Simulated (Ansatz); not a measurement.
BeSe, space group F-43m (No. 216), a = 5.129 Å, b = 5.129 Å, c = 5.129 Å, α = 90.00°, β = 90.00°, γ = 90.00°

```json
{"site": "Be", "Wyckoff": "4a", "x": "0.0000", "y": "0.0000", "z": "0.0000"}
{"site": "Se", "Wyckoff": "4d", "x": "0.2500", "y": "0.2500", "z": "0.7500"}
```

Origin: coordinates from a relaxation with Ansatz, DFT, PBEsol, plane waves, PAW.

> Describe the coordination of Be.

BeSe4: an essentially ideal tetrahedron (coordination number 4, S = 0.00; next best see-saw, S = 9.8). Bonds: 4 × Be–Se 2.22 Å. The next neighbour, not counted, lies at 3.63 Å.

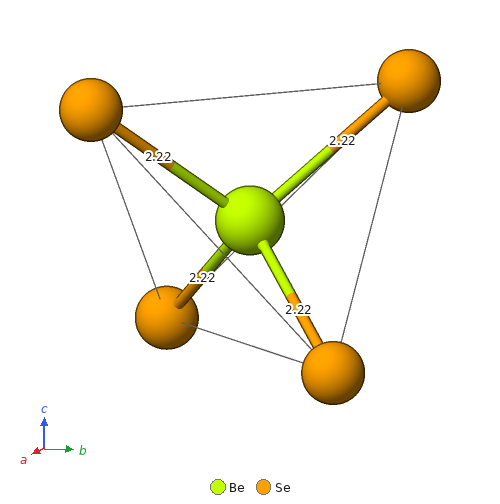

The polyhedron about Be. Continuous shape measures are computed against ideal polyhedra (0 is ideal; above about 3 the distortion is strong).
